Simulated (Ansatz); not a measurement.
Field-gradient calculation of Zr7O16 (charge −3) (part 3 of 3)

Continued. System: Zr7O16 (defect cell, 23 atoms in the cell, total charge −3). Method: DFT, PBE, plane waves, PAW, spin-polarised (Ansatz 0.2.0); cutoff 420 eV, 3×3×3 k-mesh, Methfessel–Paxton smearing of 0.005 eV, collinear spins. The structure derives from an entry of the Crystallography Open Database.

Geometry of the input (Å; fractional positions):
```
-0.8478  5.2023  5.2552
4.3009  0.0000  5.2552
5.1487  5.2023  0.0000
Zr 0.4863  0.7228  0.5534
Zr 0.0534  0.2376  0.4862
Zr 0.5535  0.7375  0.9862
Zr 0.5138  0.2772  0.4465
Zr 0.0138  0.7772  0.9465
Zr 0.4465  0.2625  0.0137
Zr 0.9466  0.7624  0.5137
O  0.3930  0.0861  0.3629
O  0.8931  0.5861  0.8628
O  0.8628  0.1580  0.3930
O  0.3628  0.6579  0.8930
O  0.1069  0.4138  0.1371
O  0.6069  0.9138  0.6371
O  0.6371  0.3421  0.1069
O  0.1371  0.8420  0.6069
O  0.3042  0.0421  0.0273
O  0.8042  0.5421  0.5273
O  0.0273  0.1264  0.8042
O  0.5273  0.6264  0.3042
O  0.1958  0.4579  0.4727
O  0.6958  0.9579  0.9727
O  0.4727  0.3736  0.6958
O  0.9727  0.8736  0.1958
```

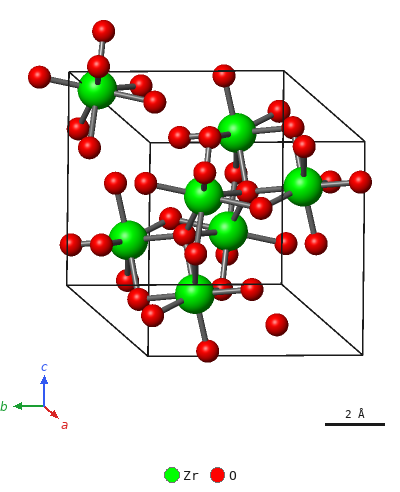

*The structure (ball-and-stick view of the reduced cell, seen at an oblique angle; bonded neighbours outside the cell are drawn too).*

**The program's output, continued**
```
  k-point 0 ↑: bands = ["-39.2405", "-38.8574", "-38.6197", "-38.5270", "-38.5081", "-38.4346", "-38.3746", "-17.7128", "-17.6270", "-17.5826", "-17.3124", "-17.1587", "-17.0395", "-17.0131", "-16.9915", "-16.8831", "-16.8563", "-16.8012", "-16.7246", "-16.7077", "-16.6820", "-16.6577", "-16.5724", "-16.5226", "-16.5000", "-16.4501", "-16.3651", "-16.3492", "-8.9279", "-8.2825", "-8.2239", "-8.1608", "-7.5805", "-7.3805", "-7.2181", "-7.1947", "-7.1250", "-6.8781", "-6.7748", "-6.5474", "-6.2444", "-6.1198", "-5.8770", "-5.7456", "3.7428", "3.8263", "4.1612", "4.3058", "4.3788", "4.4729", "4.7738", "4.9190", "5.1067", "5.1768", "5.3681", "5.5677", "5.6011", "5.8093", "5.8301", "5.9720", "6.0999", "6.1298", "6.1816", "6.2831", "6.4331", "6.5119", "6.5674", "6.6850", "6.8042", "7.0020", "7.0993", "7.1821", "7.2354", "7.3997", "7.4287", "7.5390", "7.6822", "7.7276", "7.7464", "8.0473", "8.1375", "8.2627", "8.3402", "8.5069", "8.5791", "8.7580", "8.7920", "8.8522", "9.0687", "9.1872", "9.2592", "9.3068", "12.7488", "12.8754", "13.1456", "13.2284", "13.4396", "13.5244", "13.7590", "13.8740", "13.9230", "14.0198", "14.1746", "14.2723", "14.3288", "14.5848", "14.6645", "14.9280", "14.9971", "15.0585", "15.0986", "15.4591", "15.6074", "15.7394", "15.8705", "15.9480"]
  k-point 1 ↑: bands = ["-39.2404", "-38.8573", "-38.6195", "-38.5270", "-38.5082", "-38.4347", "-38.3748", "-17.6768", "-17.6166", "-17.5360", "-17.2932", "-17.1201", "-17.0561", "-17.0186", "-16.9783", "-16.8999", "-16.8739", "-16.7801", "-16.7525", "-16.7070", "-16.6841", "-16.6665", "-16.6217", "-16.5675", "-16.5153", "-16.4596", "-16.3819", "-16.3552", "-8.7226", "-8.2775", "-8.1224", "-8.0542", "-7.5452", "-7.4852", "-7.3827", "-7.2141", "-7.1334", "-6.8271", "-6.7126", "-6.5838", "-6.3164", "-6.2062", "-5.9472", "-5.7435", "3.9371", "4.0048", "4.0957", "4.2337", "4.4524", "4.5544", "4.7648", "4.9219", "5.0493", "5.1324", "5.2762", "5.3930", "5.5088", "5.5728", "5.7994", "5.8984", "6.0231", "6.0933", "6.1858", "6.3620", "6.4445", "6.5463", "6.6457", "6.7777", "6.9198", "6.9846", "7.0597", "7.1899", "7.2642", "7.3525", "7.4605", "7.6265", "7.6839", "7.8774", "7.9659", "8.0249", "8.1174", "8.1881", "8.3162", "8.4040", "8.5235", "8.6126", "8.7881", "8.9250", "9.0381", "9.1520", "9.2220", "9.2808", "12.8613", "12.9169", "13.2381", "13.2991", "13.4968", "13.5611", "13.7307", "13.7537", "13.9923", "14.0833", "14.1450", "14.3185", "14.4391", "14.5758", "14.7216", "14.8793", "15.0500", "15.1452", "15.4374", "15.5645", "15.6438", "15.7282", "15.9197", "16.1760"]
  k-point 2 ↑: bands = ["-39.2401", "-38.8576", "-38.6187", "-38.5257", "-38.5090", "-38.4362", "-38.3747", "-17.6174", "-17.5780", "-17.5382", "-17.2343", "-17.1570", "-17.0946", "-17.0098", "-16.9562", "-16.9015", "-16.8771", "-16.8184", "-16.7612", "-16.6979", "-16.6842", "-16.6724", "-16.6269", "-16.5831", "-16.5168", "-16.4661", "-16.4387", "-16.3709", "-8.5989", "-8.1609", "-8.1177", "-8.0111", "-7.5177", "-7.4693", "-7.3680", "-7.3275", "-7.1765", "-6.9352", "-6.7992", "-6.5321", "-6.3293", "-6.1336", "-5.9974", "-5.7961", "3.9384", "4.1511", "4.2318", "4.3398", "4.4394", "4.5959", "4.7164", "4.8727", "5.1248", "5.1927", "5.2880", "5.4547", "5.5697", "5.6477", "5.7473", "5.8597", "5.9524", "6.0397", "6.1843", "6.2545", "6.4340", "6.5557", "6.6445", "6.7383", "6.8074", "7.0017", "7.0896", "7.1781", "7.1986", "7.3392", "7.4465", "7.6281", "7.6468", "7.7748", "7.8435", "7.9558", "8.0658", "8.1955", "8.3072", "8.4042", "8.5749", "8.6348", "8.8025", "8.8947", "9.0072", "9.0900", "9.1886", "9.2899", "12.6971", "12.9685", "13.1598", "13.2527", "13.4301", "13.6094", "13.6941", "13.9045", "13.9629", "14.1262", "14.2693", "14.4079", "14.4705", "14.6004", "14.7761", "14.9648", "15.0547", "15.2802", "15.4627", "15.5652", "15.7790", "15.9237", "15.9960", "16.2950"]
  k-point 13 ↓: bands = ["-39.2410", "-38.8587", "-38.6242", "-38.5297", "-38.5094", "-38.4341", "-38.3840", "-17.6011", "-17.5531", "-17.5204", "-17.2257", "-17.1321", "-17.0902", "-17.0422", "-16.9427", "-16.8908", "-16.8532", "-16.8340", "-16.7901", "-16.7569", "-16.7140", "-16.6606", "-16.6150", "-16.5806", "-16.5687", "-16.4918", "-16.4303", "-16.3738", "-8.4739", "-8.1691", "-7.9806", "-7.8910", "-7.6155", "-7.4346", "-7.3597", "-7.2983", "-7.2276", "-6.8012", "-6.5994", "-6.3767", "-6.2953", "-6.0685", "-5.6736", "-5.4769", "3.9227", "4.1845", "4.2674", "4.3220", "4.4763", "4.6816", "4.7376", "4.9582", "5.1243", "5.1722", "5.2906", "5.4405", "5.5186", "5.6179", "5.7414", "5.8344", "5.9595", "6.1090", "6.2147", "6.4083", "6.4563", "6.6129", "6.7350", "6.8274", "6.8835", "6.9545", "7.0858", "7.2083", "7.3524", "7.4418", "7.5553", "7.6837", "7.6891", "7.8347", "7.9094", "7.9876", "8.1519", "8.2954", "8.5564", "8.5979", "8.7725", "8.8929", "9.0483", "9.1034", "9.2657", "9.3162", "9.4348", "9.6310", "12.6940", "12.9307", "13.2015", "13.3764", "13.4228", "13.5653", "13.8642", "13.9629", "14.0678", "14.1783", "14.2410", "14.3358", "14.4081", "14.6482", "14.8331", "14.8743", "15.0381", "15.1784", "15.4710", "15.5855", "15.7051", "15.9795", "16.1638", "16.4083"]
--- Löwdin populations: 23 sites ---
  site symbol       q [e]    m [muB]
     0     Zr     10.7029    -0.0028
     1     Zr     10.7303    -0.0097
     2     Zr     10.7272    -0.0028
     3     Zr     10.6936    -0.0032
     4     Zr     10.7152    -0.0258
     5     Zr     10.7174    -0.0126
     6     Zr     10.7165    -0.0188
     7      O      6.7308     0.0025
     8      O      6.7208     0.1035
     9      O      6.7221     0.0689
    10      O      6.7285     0.0037
    11      O      6.6851     0.1648
    12      O      6.7305     0.0048
    13      O      6.7088     0.0203
    14      O      6.7317     0.0085
    15      O      6.6779     0.1798
    16      O      6.6818     0.0134
    17      O      6.6580     0.2015
    18      O      6.6802     0.0047
    19      O      6.6961     0.0061
    20      O      6.6868     0.0169
    21      O      6.6906     0.0032
    22      O      6.6079     0.2768
  spilling = 0.004696 (of n_electrons = 183.000000)
```

**File populations.tsv**
```
# site	symbol	l	j	q_up	q_dn
# orbitals = lowdin
# n_electrons = 183.000000
# spilling = 0.004696
0	Zr	0_4S	-	0.976120	0.976117
0	Zr	0_5S	-	0.212567	0.213058
0	Zr	1_4P	-	2.990132	2.990093
0	Zr	2_4D	-	1.171248	1.173601
1	Zr	0_4S	-	0.978630	0.978379
1	Zr	0_5S	-	0.209312	0.210613
1	Zr	1_4P	-	2.990996	2.988822
1	Zr	2_4D	-	1.181360	1.192162
2	Zr	0_4S	-	0.978650	0.978467
2	Zr	0_5S	-	0.209619	0.210629
2	Zr	1_4P	-	2.990408	2.988723
2	Zr	2_4D	-	1.183487	1.187184
3	Zr	0_4S	-	0.977464	0.977450
3	Zr	0_5S	-	0.211058	0.211442
3	Zr	1_4P	-	2.990358	2.990271
3	Zr	2_4D	-	1.166348	1.169228
4	Zr	0_4S	-	0.979452	0.979355
4	Zr	0_5S	-	0.209654	0.211856
4	Zr	1_4P	-	2.990644	2.989826
4	Zr	2_4D	-	1.164918	1.189472
5	Zr	0_4S	-	0.978195	0.978155
5	Zr	0_5S	-	0.210129	0.211200
5	Zr	1_4P	-	2.990537	2.990090
5	Zr	2_4D	-	1.173496	1.185557
6	Zr	0_4S	-	0.978182	0.978105
6	Zr	0_5S	-	0.209893	0.211324
6	Zr	1_4P	-	2.990897	2.989692
6	Zr	2_4D	-	1.169875	1.188567
7	O	0_2S	-	0.860401	0.860424
7	O	1_2P	-	2.506265	2.503738
8	O	0_2S	-	0.896411	0.894695
8	O	1_2P	-	2.515780	2.413953
9	O	0_2S	-	0.887761	0.885829
9	O	1_2P	-	2.507728	2.440742
10	O	0_2S	-	0.861395	0.861497
10	O	1_2P	-	2.504727	2.500906
11	O	0_2S	-	0.887157	0.884798
11	O	1_2P	-	2.537775	2.375371
12	O	0_2S	-	0.860596	0.860391
12	O	1_2P	-	2.507066	2.502426
13	O	0_2S	-	0.888833	0.888728
13	O	1_2P	-	2.475693	2.455506
14	O	0_2S	-	0.860654	0.860757
14	O	1_2P	-	2.509446	2.500876
15	O	0_2S	-	0.906912	0.902331
15	O	1_2P	-	2.521937	2.346761
16	O	0_2S	-	0.857451	0.857347
16	O	1_2P	-	2.490189	2.476856
17	O	0_2S	-	0.905628	0.900723
17	O	1_2P	-	2.524099	2.327519
18	O	0_2S	-	0.856937	0.856897
18	O	1_2P	-	2.485516	2.480882
19	O	0_2S	-	0.858421	0.858499
19	O	1_2P	-	2.492678	2.486460
20	O	0_2S	-	0.857857	0.857665
20	O	1_2P	-	2.493982	2.477284
21	O	0_2S	-	0.857505	0.857494
21	O	1_2P	-	2.489368	2.486220
22	O	0_2S	-	0.893053	0.887702
22	O	1_2P	-	2.549283	2.277854
```

**File rho_z.tsv**
```
# z_ang	rho[e/angstrom^3]	rho_spin[e/angstrom^3]
# format = ansatz-planar-average/11
# lattice	-0.847761804	5.202300000	5.255158754
# lattice	4.300938196	0.000000000	5.255158754
# lattice	5.148700000	5.202300000	0.000000000
# sites	23
# site	40	5.545826919	5.408831310	6.353486934
# site	40	3.479930375	2.807681310	1.529251198
# site	40	7.780868571	8.009981310	6.784409952
# site	40	3.056049473	4.995768690	4.156830575
# site	40	8.204749473	4.995768690	4.156830575
# site	40	0.821007821	2.394618690	3.725907557
# site	40	5.121946017	7.596918690	8.981066311
# site	8	1.905518843	3.932418570	2.518272075
# site	8	6.206457039	9.134718570	7.773430830
# site	8	1.971538450	6.533568570	5.364466056
# site	8	7.120238450	6.533568570	5.364466056
# site	8	2.395419352	1.269881430	2.736886679
# site	8	6.696357548	6.472181430	7.992045434
# site	8	1.481637941	3.871031430	5.145851452
# site	8	6.630337941	3.871031430	5.145851452
# site	8	0.063739867	1.724562450	1.819861477
# site	8	4.364678063	6.926862450	7.075020231
# site	8	4.661079231	4.325712450	0.807717901
# site	8	3.813317427	4.325712450	6.062876655
# site	8	4.237198329	3.477737550	3.435297278
# site	8	8.538136525	8.680037550	8.690456032
# site	8	4.788558965	6.078887550	4.447440854
# site	8	3.940797161	6.078887550	9.702599608
0.000000	9.063166e-1	4.505097e-3
0.146387	8.671024e-1	5.451243e-3
0.292774	8.075150e-1	5.809699e-3
0.439162	7.396828e-1	5.808455e-3
0.585549	6.721187e-1	6.078546e-3
0.731936	6.104431e-1	6.889148e-3
0.878323	5.592427e-1	8.108602e-3
1.024710	5.164273e-1	9.392672e-3
1.171098	4.739420e-1	1.038622e-2
1.317485	4.282098e-1	1.067715e-2
1.463872	3.841112e-1	9.714965e-3
1.610259	3.505601e-1	7.584407e-3
1.756647	3.343590e-1	5.220987e-3
1.903034	3.377448e-1	3.363047e-3
2.049421	3.618869e-1	2.183915e-3
2.195808	4.072502e-1	1.639290e-3
2.342195	4.701774e-1	1.552283e-3
2.488583	5.437363e-1	1.634533e-3
2.634970	6.209188e-1	1.508885e-3
2.781357	6.983284e-1	1.092671e-3
2.927744	7.763338e-1	8.392261e-4
3.074131	8.535599e-1	9.721672e-4
3.220519	9.269343e-1	1.122848e-3
3.366906	9.936684e-1	1.059097e-3
3.513293	1.044760e0	9.251710e-4
3.659680	1.064834e0	7.932027e-4
3.806067	1.045723e0	6.401080e-4
3.952455	9.952339e-1	5.268149e-4
4.098842	9.288278e-1	4.621346e-4
4.245229	8.556540e-1	3.866783e-4
4.391616	7.783379e-1	3.298853e-4
4.538003	7.002493e-1	3.661235e-4
4.684391	6.237163e-1	4.878008e-4
4.830778	5.486156e-1	6.594518e-4
4.977165	4.774838e-1	9.071201e-4
5.123552	4.165341e-1	1.277706e-3
5.269940	3.725318e-1	1.858724e-3
5.416327	3.494656e-1	2.688386e-3
5.562714	3.477801e-1	3.481148e-3
5.709101	3.677448e-1	4.004945e-3
5.855488	4.090383e-1	4.708447e-3
6.001876	4.672537e-1	5.920946e-3
6.148263	5.353102e-1	6.853096e-3
6.294650	6.069702e-1	6.609252e-3
6.441037	6.791726e-1	5.411290e-3
6.587424	7.499700e-1	4.053982e-3
6.733812	8.138164e-1	3.025183e-3
6.880199	8.648606e-1	2.529036e-3
7.026586	9.007281e-1	2.682351e-3
7.172973	9.169825e-1	3.423318e-3
```

**File v_z.tsv**
```
# z_ang	v_es[eV]	v_tot_up[eV]	v_tot_dn[eV]
# format = ansatz-planar-average/11
# xc	pbe
# density_cutoff_ev	1680
# datasets	Zr=:simpson_from_first_knot:soft	O=:simpson_from_first_knot:soft
# lattice	-0.847761804	5.202300000	5.255158754
# lattice	4.300938196	0.000000000	5.255158754
# lattice	5.148700000	5.202300000	0.000000000
# sites	23
# site	40	5.545826919	5.408831310	6.353486934
# site	40	3.479930375	2.807681310	1.529251198
# site	40	7.780868571	8.009981310	6.784409952
# site	40	3.056049473	4.995768690	4.156830575
# site	40	8.204749473	4.995768690	4.156830575
# site	40	0.821007821	2.394618690	3.725907557
# site	40	5.121946017	7.596918690	8.981066311
# site	8	1.905518843	3.932418570	2.518272075
# site	8	6.206457039	9.134718570	7.773430830
# site	8	1.971538450	6.533568570	5.364466056
# site	8	7.120238450	6.533568570	5.364466056
# site	8	2.395419352	1.269881430	2.736886679
# site	8	6.696357548	6.472181430	7.992045434
# site	8	1.481637941	3.871031430	5.145851452
# site	8	6.630337941	3.871031430	5.145851452
# site	8	0.063739867	1.724562450	1.819861477
# site	8	4.364678063	6.926862450	7.075020231
# site	8	4.661079231	4.325712450	0.807717901
# site	8	3.813317427	4.325712450	6.062876655
# site	8	4.237198329	3.477737550	3.435297278
# site	8	8.538136525	8.680037550	8.690456032
# site	8	4.788558965	6.078887550	4.447440854
# site	8	3.940797161	6.078887550	9.702599608
0.000000	-1.004113e-1	-1.262102e1	-1.260957e1
0.146387	5.679881e-1	-1.176734e1	-1.175688e1
0.292774	1.584061e0	-1.048732e1	-1.046570e1
0.439162	2.939842e0	-8.771771e0	-8.738229e0
0.585549	4.488134e0	-6.765755e0	-6.725278e0
0.731936	5.881947e0	-4.870429e0	-4.826480e0
0.878323	7.151400e0	-3.106295e0	-3.061401e0
1.024710	8.315804e0	-1.494165e0	-1.447670e0
1.171098	9.286669e0	-1.521546e-1	-1.058923e-1
1.317485	1.019529e1	1.026340e0	1.070149e0
1.463872	1.098752e1	2.004808e0	2.045383e0
1.610259	1.146556e1	2.621046e0	2.657197e0
1.756647	1.161616e1	2.811578e0	2.841790e0
1.903034	1.134632e1	2.475297e0	2.498680e0
2.049421	1.064565e1	1.621017e0	1.638075e0
2.195808	9.584299e0	2.802915e-1	2.880098e-1
2.342195	8.141641e0	-1.551484e0	-1.551025e0
2.488583	6.500637e0	-3.684226e0	-3.684897e0
2.634970	4.762729e0	-6.018151e0	-6.021995e0
2.781357	2.873878e0	-8.551997e0	-8.558845e0
2.927744	9.955616e-1	-1.107370e1	-1.107852e1
3.074131	-8.367852e-1	-1.350448e1	-1.350561e1
3.220519	-2.616416e0	-1.579351e1	-1.579134e1
3.366906	-3.977880e0	-1.752874e1	-1.752401e1
3.513293	-4.778035e0	-1.855150e1	-1.854539e1
3.659680	-5.035194e0	-1.888772e1	-1.888098e1
3.806067	-4.791289e0	-1.857469e1	-1.856811e1
3.952455	-4.007087e0	-1.757642e1	-1.757091e1
4.098842	-2.666038e0	-1.586826e1	-1.586433e1
4.245229	-9.122924e-1	-1.360882e1	-1.360774e1
4.391616	8.881911e-1	-1.121306e1	-1.121469e1
4.538003	2.728833e0	-8.735242e0	-8.738708e0
4.684391	4.574223e0	-6.260818e0	-6.262644e0
4.830778	6.260232e0	-4.000223e0	-3.996359e0
4.977165	7.835154e0	-1.954296e0	-1.948998e0
5.123552	9.190638e0	-2.355628e-1	-2.292044e-1
5.269940	1.013813e1	9.807882e-1	9.926562e-1
5.416327	1.069410e1	1.679962e0	1.694251e0
5.562714	1.078526e1	1.796462e0	1.810033e0
5.709101	1.041644e1	1.342150e0	1.354487e0
5.855488	9.669836e0	3.727525e-1	3.853061e-1
6.001876	8.536995e0	-1.092891e0	-1.075907e0
6.148263	7.214410e0	-2.845482e0	-2.822168e0
6.294650	5.819388e0	-4.767140e0	-4.739747e0
6.441037	4.313688e0	-6.832617e0	-6.804304e0
6.587424	2.874371e0	-8.799169e0	-8.771254e0
6.733812	1.558559e0	-1.055858e1	-1.053234e1
6.880199	3.938765e-1	-1.203967e1	-1.201587e1
7.026586	-2.871982e-1	-1.288601e1	-1.286423e1
7.172973	-4.196088e-1	-1.303636e1	-1.301813e1
```

**Key numbers**

```tsv
quantity	value
outcome	converged
electrons treated	183
free energy	−38363.7362 eV
Fermi energy	9.526 eV
net moment of the cell	1.00 μB
integrated absolute moment	1.13 μB
pressure	−4.96 GPa
field gradient V_zz (10²¹ V/m²)	Zr 5.31, Zr −5.14, Zr 5.93, Zr 5.10, Zr 6.84, Zr 6.60, Zr 5.95, O 1.06 (the first 8 of 23 sites)
largest force (length of the vector)	2.411 eV/Å
hardware	1 thread of AMD EPYC (Zen 3), 192 GiB of memory available, shared host
wall time	6.3 min
peak memory	1.1 GiB
```

**Notes**

Settings chosen away from the usual ones: scf.occupations.method = "methfessel_paxton", scf.occupations.width = 0.005. Warnings of the run: the field gradients leave out spin–orbit coupling; the state was not tested for a lower one.
